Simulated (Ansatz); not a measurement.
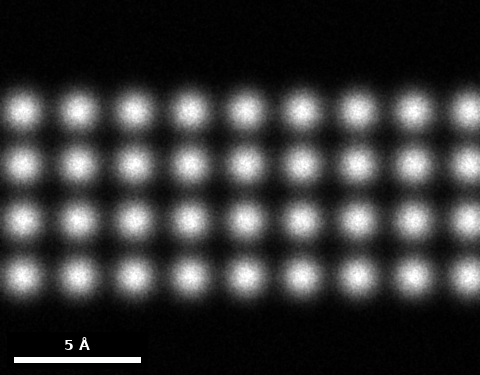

Cross-section of a (110) slab of Mo (Im-3m), seen along a direction in its plane, the normal pointing up. Simulation: incoherent imaging, intensity Z^1.7 per atom, probe width 1.20 Å, thin sample. Shot noise was added. Structure used: the end point of a relaxation in a fixed cell under constraints with DFT PBEsol, scalar-relativistic, plane waves, PAW (Ansatz 0.2.0).

Q: How many atomic planes does the slab have, and what do they hold from top to bottom?

A: 4 planes (atoms within 0.35 Å in height count as one plane):

| plane | content | depth below the top plane (Å) |
| --- | --- | --- |
| 1 | Mo | 0.0 |
| 2 | Mo | 2.1 |
| 3 | Mo | 4.3 |
| 4 | Mo | 6.5 |

Q: How thick is it, and how does it end on either side?

A: The outermost planes are 6.5 Å apart. The upper face ends in Mo and the lower in Mo, so the sequence of planes is the same from both sides.
